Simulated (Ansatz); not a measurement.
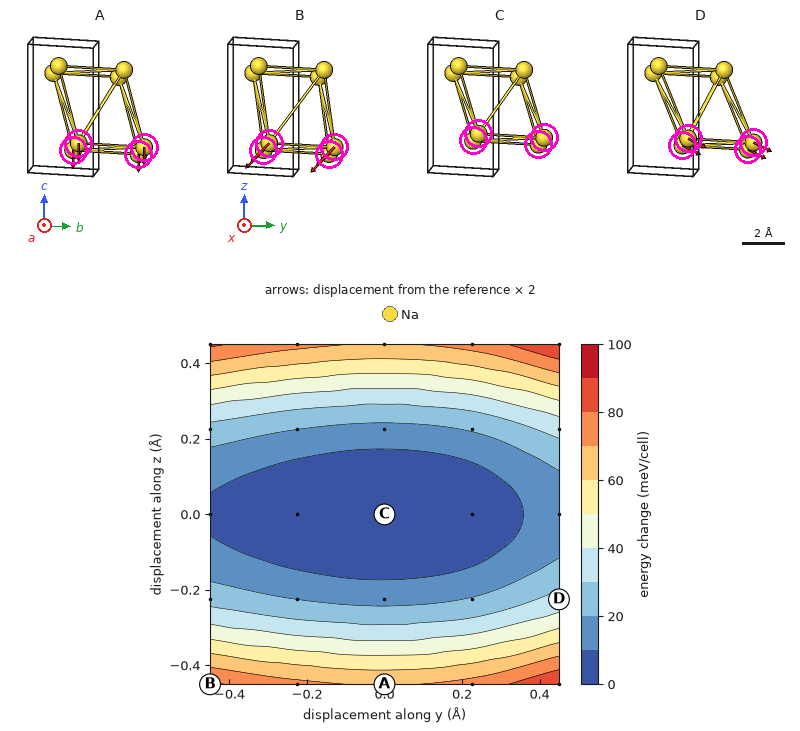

Crystalline Na (P6_3/mmc): a Na atom (one in each cell of 2 atoms) is moved over the plane of the Cartesian directions y and z, all else fixed. The map is interpolated between the computed points (dots). The lettered frames are marked on it. Style: ball-and-stick. Shown: the cell of the calculation, repeated 2 × 2 × 1 with one cell outlined, nearly along the normal of the scanned plane. The ringed atoms are those of the scanned coordinates. Red arrows: displacements from the reference.

These are results of DFT PBEsol, scalar-relativistic, plane waves, PAW (Ansatz 0.2.0), not measurements. Set-up: plane-wave cutoff 420 eV; k-point mesh 12 × 12 × 8; occupations gaussian; smearing width 0.15 eV; no spin polarisation. Energies (free energies at the smearing named) are counted from the cell as listed in its source, which wasn't relaxed.

### Describe the energy landscape.

In pairs of (displacement along y (Å); displacement along z (Å)): the lowest computed point lies at (0.000, 0.000) (0.0 meV/cell), the highest at (0.450, −0.450), (0.450, 0.450) (90.3 meV/cell).  Over the ranges scanned the energy rises more along the second axis, the displacement along z. The frames lie at A (0.000, −0.450): 69.2 meV/cell, B (−0.450, −0.450): 81.6 meV/cell, C (0.000, 0.000): 0.0 meV/cell, D (0.450, −0.225): 33.6 meV/cell.
